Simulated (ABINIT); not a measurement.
## Geometry relaxation of I (part 2 of 4)

Continued. System: I (I4/mmm, 1 atom in the cell). Method: Kohn-Sham DFT of a periodic cell, LDA, HGH LDA, no spin polarisation (ABINIT 10.8.3); cutoff 489.81 eV, 8×8×8 k-mesh, fermi-dirac of 0.05 eV. The structure derives from a Materials Project entry.

Geometry of the input (Å; fractional positions):
```
-1.6175  1.6175  4.2648
1.6175  -1.6175  4.2648
1.6175  1.6175  -4.2648
I  0.0000  0.0000  0.0000
```

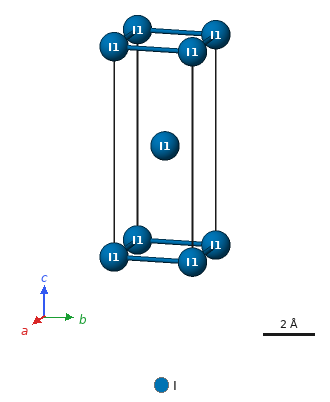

Fig. 1: The starting structure (ball-and-stick view of the cell 2 times as large as that of the calculation, set on its symmetry axes, seen slightly off an axis; atoms are numbered from 1 in the order of the input).

Output, continued:
```
--- !BeginCycle
iteration_state: {dtset: 1, itime: 3, icycle: 1, }
solver: {iscf: 7, nstep: 80, nline: 4, wfoptalg: 0, }
tolerances: {tolvrs: 1.00E-12, }
...

     iter   Etot(hartree)      deltaE(h)  residm     vres2
 ETOT  1  -11.539326656218    -1.154E+01 7.118E-02 2.842E+01
 ETOT  2  -11.540485509721    -1.159E-03 4.477E-02 4.700E+00
 ETOT  3  -11.540664357781    -1.788E-04 1.016E-01 9.522E-02
 ETOT  4  -11.540667084841    -2.727E-06 6.097E-03 4.992E-04
 ETOT  5  -11.540667102752    -1.791E-08 5.714E-04 6.366E-06
 ETOT  6  -11.540667103036    -2.837E-10 7.883E-04 1.383E-07
 ETOT  7  -11.540667103043    -7.411E-12 2.448E-05 5.487E-10
 ETOT  8  -11.540667103043    -2.132E-14 2.533E-04 6.813E-12
 ETOT  9  -11.540667103043    -1.457E-13 1.355E-05 1.367E-13

 At SCF step    9       vres2   =  1.37E-13 < tolvrs=  1.00E-12 =>converged.

 Cartesian components of stress tensor (hartree/bohr^3)
  sigma(1 1)= -2.08380663E-05  sigma(3 2)=  0.00000000E+00
  sigma(2 2)= -2.08380663E-05  sigma(3 1)=  0.00000000E+00
  sigma(3 3)=  4.25898629E-05  sigma(2 1)=  0.00000000E+00

--- !ResultsGS
iteration_state: {dtset: 1, itime: 3, icycle: 1, }
comment   : Summary of ground state results
lattice_vectors:
- [ -2.9758268,   2.9758268,   7.9491398, ]
- [  2.9758268,  -2.9758268,   7.9491398, ]
- [  2.9758268,   2.9758268,  -7.9491398, ]
lattice_lengths: [   8.99444,    8.99444,    8.99444, ]
lattice_angles: [141.359, 141.359,  55.796, ] # degrees, (23, 13, 12)
lattice_volume:   2.8157587E+02
convergence: {deltae: -1.457E-13, res2:  1.367E-13, residm:  1.355E-05, diffor: null, }
etotal    :  -1.15406671E+01
entropy   :   0.00000000E+00
fermie    :  -6.28321897E-02
cartesian_stress_tensor: # hartree/bohr^3
- [ -2.08380663E-05,   0.00000000E+00,   0.00000000E+00, ]
- [  0.00000000E+00,  -2.08380663E-05,   0.00000000E+00, ]
- [  0.00000000E+00,   0.00000000E+00,   4.25898629E-05, ]
pressure_GPa:  -8.9610E-03
xred      :
- [  0.0000E+00,   0.0000E+00,   0.0000E+00,  I]
cartesian_forces: # hartree/bohr
- [ -0.00000000E+00,  -0.00000000E+00,  -0.00000000E+00, ]
force_length_stats: {min:   0.00000000E+00, max:   0.00000000E+00, mean:   0.00000000E+00, }
...

 Integrated electronic density in atomic spheres:
 ------------------------------------------------
 Atom  Sphere_radius  Integrated_density
    1        2.00000          2.85358361

---OUTPUT-----------------------------------------------------------------------

 Cartesian coordinates (xcart) [bohr]
  0.00000000000000E+00  0.00000000000000E+00  0.00000000000000E+00
 Reduced coordinates (xred)
  0.00000000000000E+00  0.00000000000000E+00  0.00000000000000E+00
 Cartesian forces (fcart) [Ha/bohr]; max,rms= 0.00000E+00 0.00000E+00 (free atoms)
 -0.00000000000000E+00 -0.00000000000000E+00 -0.00000000000000E+00
 Gradient of E wrt nuclear positions in reduced coordinates (gred)
 -0.00000000000000E+00 -0.00000000000000E+00 -0.00000000000000E+00
 Scale of Primitive Cell (acell) [bohr]
  8.99443795983061E+00  8.99443795983061E+00  8.99443795983061E+00
 Real space primitive translations (rprimd) [bohr]
 -2.97582682116382E+00  2.97582682116382E+00  7.94913980718202E+00
  2.97582682116382E+00 -2.97582682116382E+00  7.94913980718202E+00
  2.97582682116382E+00  2.97582682116382E+00 -7.94913980718202E+00
 Unitary Cell Volume (ucvol) [Bohr^3]=  2.81575869666183E+02
 Angles (23,13,12)= [degrees]
  1.41359019905970E+02  1.41359019905970E+02  5.57955162119228E+01
 Lengths [Bohr]
  8.99443795983061E+00  8.99443795983061E+00  8.99443795983061E+00
 Stress tensor in cartesian coordinates (strten) [Ha/bohr^3]
 -2.08380662636044E-05  0.00000000000000E+00  0.00000000000000E+00
  0.00000000000000E+00 -2.08380662636001E-05  0.00000000000000E+00
  0.00000000000000E+00  0.00000000000000E+00  4.25898628717680E-05
 Total energy (etotal) [Ha]= -1.15406671030432E+01

 Difference of energy with previous step (new-old):
           Absolute (Ha)=-5.71658E-04
           Relative     =-4.95355E-05

--- Iteration: ( 4/50) Internal Cycle: (1/1)
--------------------------------------------------------------------------------

---SELF-CONSISTENT-FIELD CONVERGENCE--------------------------------------------

--- !BeginCycle
iteration_state: {dtset: 1, itime: 4, icycle: 1, }
solver: {iscf: 7, nstep: 80, nline: 4, wfoptalg: 0, }
tolerances: {tolvrs: 1.00E-12, }
...

     iter   Etot(hartree)      deltaE(h)  residm     vres2
 ETOT  1  -11.540674036633    -1.154E+01 1.281E-05 3.120E-01
 ETOT  2  -11.540687358650    -1.332E-05 6.788E-06 4.846E-02
 ETOT  3  -11.540689231838    -1.873E-06 1.657E-05 1.190E-03
 ETOT  4  -11.540689267555    -3.572E-08 4.969E-06 3.062E-06
 ETOT  5  -11.540689267667    -1.122E-10 1.428E-05 4.463E-08
 ETOT  6  -11.540689267669    -1.613E-12 3.389E-06 9.654E-11
 ETOT  7  -11.540689267669     3.020E-14 1.077E-05 1.391E-12
 ETOT  8  -11.540689267669    -3.553E-15 2.402E-06 2.270E-14

 At SCF step    8       vres2   =  2.27E-14 < tolvrs=  1.00E-12 =>converged.

 Cartesian components of stress tensor (hartree/bohr^3)
  sigma(1 1)= -9.84188166E-06  sigma(3 2)=  0.00000000E+00
  sigma(2 2)= -9.84188166E-06  sigma(3 1)=  0.00000000E+00
  sigma(3 3)=  4.23422986E-05  sigma(2 1)=  0.00000000E+00

--- !ResultsGS
iteration_state: {dtset: 1, itime: 4, icycle: 1, }
comment   : Summary of ground state results
lattice_vectors:
- [ -2.9829967,   2.9829967,   7.9482440, ]
- [  2.9829967,  -2.9829967,   7.9482440, ]
- [  2.9829967,   2.9829967,  -7.9482440, ]
lattice_lengths: [   8.99840,    8.99840,    8.99840, ]
lattice_angles: [141.280, 141.280,  55.915, ] # degrees, (23, 13, 12)
lattice_volume:   2.8290247E+02
convergence: {deltae: -3.553E-15, res2:  2.270E-14, residm:  2.402E-06, diffor: null, }
etotal    :  -1.15406893E+01
entropy   :   0.00000000E+00
fermie    :  -6.43459558E-02
cartesian_stress_tensor: # hartree/bohr^3
- [ -9.84188166E-06,   0.00000000E+00,   0.00000000E+00, ]
- [  0.00000000E+00,  -9.84188166E-06,   0.00000000E+00, ]
- [  0.00000000E+00,   0.00000000E+00,   4.23422986E-05, ]
pressure_GPa:  -2.2221E-01
xred      :
- [  0.0000E+00,   0.0000E+00,   0.0000E+00,  I]
cartesian_forces: # hartree/bohr
- [ -0.00000000E+00,  -0.00000000E+00,  -0.00000000E+00, ]
force_length_stats: {min:   0.00000000E+00, max:   0.00000000E+00, mean:   0.00000000E+00, }
...

 Integrated electronic density in atomic spheres:
 ------------------------------------------------
 Atom  Sphere_radius  Integrated_density
    1        2.00000          2.85095121

---OUTPUT-----------------------------------------------------------------------

 Cartesian coordinates (xcart) [bohr]
  0.00000000000000E+00  0.00000000000000E+00  0.00000000000000E+00
 Reduced coordinates (xred)
  0.00000000000000E+00  0.00000000000000E+00  0.00000000000000E+00
 Cartesian forces (fcart) [Ha/bohr]; max,rms= 0.00000E+00 0.00000E+00 (free atoms)
 -0.00000000000000E+00 -0.00000000000000E+00 -0.00000000000000E+00
 Gradient of E wrt nuclear positions in reduced coordinates (gred)
 -0.00000000000000E+00 -0.00000000000000E+00 -0.00000000000000E+00
 Scale of Primitive Cell (acell) [bohr]
  8.99839554820318E+00  8.99839554820317E+00  8.99839554820318E+00
 Real space primitive translations (rprimd) [bohr]
 -2.98299674109303E+00  2.98299674109303E+00  7.94824404048967E+00
  2.98299674109303E+00 -2.98299674109303E+00  7.94824404048966E+00
  2.98299674109303E+00  2.98299674109303E+00 -7.94824404048967E+00
 Unitary Cell Volume (ucvol) [Bohr^3]=  2.82902471920198E+02
 Angles (23,13,12)= [degrees]
  1.41279924347032E+02  1.41279924347032E+02  5.59149739635056E+01
 Lengths [Bohr]
  8.99839554820318E+00  8.99839554820317E+00  8.99839554820318E+00
 Stress tensor in cartesian coordinates (strten) [Ha/bohr^3]
 -9.84188166011125E-06  0.00000000000000E+00  0.00000000000000E+00
  0.00000000000000E+00 -9.84188166010952E-06  0.00000000000000E+00
  0.00000000000000E+00  0.00000000000000E+00  4.23422986093706E-05
 Total energy (etotal) [Ha]= -1.15406892676686E+01

 Difference of energy with previous step (new-old):
           Absolute (Ha)=-2.21646E-05
           Relative     =-1.92057E-06

--- Iteration: ( 5/50) Internal Cycle: (1/1)
--------------------------------------------------------------------------------

---SELF-CONSISTENT-FIELD CONVERGENCE--------------------------------------------

--- !BeginCycle
iteration_state: {dtset: 1, itime: 5, icycle: 1, }
solver: {iscf: 7, nstep: 80, nline: 4, wfoptalg: 0, }
tolerances: {tolvrs: 1.00E-12, }
...

     iter   Etot(hartree)      deltaE(h)  residm     vres2
 ETOT  1  -11.540714623496    -1.154E+01 4.951E-04 3.560E-01
 ETOT  2  -11.540731485884    -1.686E-05 1.943E-06 4.973E-02
 ETOT  3  -11.540733441258    -1.955E-06 4.074E-06 2.023E-03
 ETOT  4  -11.540733505805    -6.455E-08 1.086E-06 3.980E-06
 ETOT  5  -11.540733505899    -9.397E-11 1.982E-07 1.193E-08
 ETOT  6  -11.540733505899    -5.365E-13 8.065E-07 4.737E-10
 ETOT  7  -11.540733505899     1.243E-14 1.580E-07 1.932E-12
 ETOT  8  -11.540733505899     2.487E-14 6.012E-07 3.661E-14

 At SCF step    8       vres2   =  3.66E-14 < tolvrs=  1.00E-12 =>converged.

 Cartesian components of stress tensor (hartree/bohr^3)
  sigma(1 1)=  7.76803094E-07  sigma(3 2)=  0.00000000E+00
  sigma(2 2)=  7.76803094E-07  sigma(3 1)=  0.00000000E+00
  sigma(3 3)=  4.22673735E-05  sigma(2 1)=  0.00000000E+00

--- !ResultsGS
iteration_state: {dtset: 1, itime: 5, icycle: 1, }
comment   : Summary of ground state results
lattice_vectors:
- [ -2.9901104,   2.9901104,   7.9229535, ]
- [  2.9901104,  -2.9901104,   7.9229535, ]
- [  2.9901104,   2.9901104,  -7.9229535, ]
lattice_lengths: [   8.98080,    8.98080,    8.98080, ]
lattice_angles: [141.105, 141.105,  56.180, ] # degrees, (23, 13, 12)
lattice_volume:   2.8334892E+02
convergence: {deltae:  2.487E-14, res2:  3.661E-14, residm:  6.012E-07, diffor: null, }
etotal    :  -1.15407335E+01
entropy   :   0.00000000E+00
fermie    :  -6.54083738E-02
cartesian_stress_tensor: # hartree/bohr^3
- [  7.76803094E-07,   0.00000000E+00,   0.00000000E+00, ]
- [  0.00000000E+00,   7.76803094E-07,   0.00000000E+00, ]
- [  0.00000000E+00,   0.00000000E+00,   4.22673735E-05, ]
pressure_GPa:  -4.2975E-01
xred      :
- [  0.0000E+00,   0.0000E+00,   0.0000E+00,  I]
cartesian_forces: # hartree/bohr
- [ -0.00000000E+00,  -0.00000000E+00,  -0.00000000E+00, ]
force_length_stats: {min:   0.00000000E+00, max:   0.00000000E+00, mean:   0.00000000E+00, }
...

 Integrated electronic density in atomic spheres:
 ------------------------------------------------
 Atom  Sphere_radius  Integrated_density
    1        2.00000          2.85885700

---OUTPUT-----------------------------------------------------------------------

 Cartesian coordinates (xcart) [bohr]
  0.00000000000000E+00  0.00000000000000E+00  0.00000000000000E+00
 Reduced coordinates (xred)
  0.00000000000000E+00  0.00000000000000E+00  0.00000000000000E+00
 Cartesian forces (fcart) [Ha/bohr]; max,rms= 0.00000E+00 0.00000E+00 (free atoms)
 -0.00000000000000E+00 -0.00000000000000E+00 -0.00000000000000E+00
 Gradient of E wrt nuclear positions in reduced coordinates (gred)
 -0.00000000000000E+00 -0.00000000000000E+00 -0.00000000000000E+00
 Scale of Primitive Cell (acell) [bohr]
  8.98079691883510E+00  8.98079691883510E+00  8.98079691883510E+00
 Real space primitive translations (rprimd) [bohr]
 -2.99011043736447E+00  2.99011043736447E+00  7.92295351760227E+00
  2.99011043736447E+00 -2.99011043736447E+00  7.92295351760227E+00
  2.99011043736447E+00  2.99011043736447E+00 -7.92295351760226E+00
 Unitary Cell Volume (ucvol) [Bohr^3]=  2.83348917120710E+02
 Angles (23,13,12)= [degrees]
  1.41104767812958E+02  1.41104767812958E+02  5.61796446593025E+01
 Lengths [Bohr]
  8.98079691883510E+00  8.98079691883510E+00  8.98079691883510E+00
 Stress tensor in cartesian coordinates (strten) [Ha/bohr^3]
  7.76803094196254E-07  0.00000000000000E+00  0.00000000000000E+00
  0.00000000000000E+00  7.76803094184979E-07  0.00000000000000E+00
  0.00000000000000E+00  0.00000000000000E+00  4.22673735442462E-05
 Total energy (etotal) [Ha]= -1.15407335058991E+01

 Difference of energy with previous step (new-old):
           Absolute (Ha)=-4.42382E-05
           Relative     =-3.83323E-06

--- Iteration: ( 6/50) Internal Cycle: (1/1)
--------------------------------------------------------------------------------

---SELF-CONSISTENT-FIELD CONVERGENCE--------------------------------------------

--- !BeginCycle
iteration_state: {dtset: 1, itime: 6, icycle: 1, }
solver: {iscf: 7, nstep: 80, nline: 4, wfoptalg: 0, }
tolerances: {tolvrs: 1.00E-12, }
...

     iter   Etot(hartree)      deltaE(h)  residm     vres2
 ETOT  1  -11.540721776677    -1.154E+01 2.837E-03 3.086E+00
 ETOT  2  -11.540901342645    -1.796E-04 1.178E-04 3.418E-01
 ETOT  3  -11.540915419676    -1.408E-05 1.755E-04 1.993E-02
 ETOT  4  -11.540916105089    -6.854E-07 2.090E-05 1.013E-04
 ETOT  5  -11.540916107630    -2.541E-09 8.563E-06 3.976E-07
 ETOT  6  -11.540916107652    -2.243E-11 9.655E-06 7.107E-09
 ETOT  7  -11.540916107653    -3.304E-13 3.898E-06 2.495E-11
 ETOT  8  -11.540916107653     7.461E-14 4.311E-06 4.941E-13

 At SCF step    8       vres2   =  4.94E-13 < tolvrs=  1.00E-12 =>converged.

 Cartesian components of stress tensor (hartree/bohr^3)
  sigma(1 1)=  2.78815961E-05  sigma(3 2)=  0.00000000E+00
  sigma(2 2)=  2.78815961E-05  sigma(3 1)=  0.00000000E+00
  sigma(3 3)=  4.20302521E-05  sigma(2 1)=  0.00000000E+00

--- !ResultsGS
iteration_state: {dtset: 1, itime: 6, icycle: 1, }
comment   : Summary of ground state results
lattice_vectors:
- [ -3.0086843,   3.0086843,   7.7702629, ]
- [  3.0086843,  -3.0086843,   7.7702629, ]
- [  3.0086843,   3.0086843,  -7.7702629, ]
lattice_lengths: [   8.85897,    8.85897,    8.85897, ]
lattice_angles: [140.293, 140.293,  57.409, ] # degrees, (23, 13, 12)
lattice_volume:   2.8135131E+02
convergence: {deltae:  7.461E-14, res2:  4.941E-13, residm:  4.311E-06, diffor: null, }
etotal    :  -1.15409161E+01
entropy   :   0.00000000E+00
fermie    :  -6.65724363E-02
cartesian_stress_tensor: # hartree/bohr^3
- [  2.78815961E-05,   0.00000000E+00,   0.00000000E+00, ]
- [  0.00000000E+00,   2.78815961E-05,   0.00000000E+00, ]
- [  0.00000000E+00,   0.00000000E+00,   4.20302521E-05, ]
pressure_GPa:  -9.5906E-01
xred      :
- [  0.0000E+00,   0.0000E+00,   0.0000E+00,  I]
cartesian_forces: # hartree/bohr
- [ -0.00000000E+00,  -0.00000000E+00,  -0.00000000E+00, ]
force_length_stats: {min:   0.00000000E+00, max:   0.00000000E+00, mean:   0.00000000E+00, }
...

 Integrated electronic density in atomic spheres:
 ------------------------------------------------
 Atom  Sphere_radius  Integrated_density
    1        2.00000          2.84632501

---OUTPUT-----------------------------------------------------------------------
```
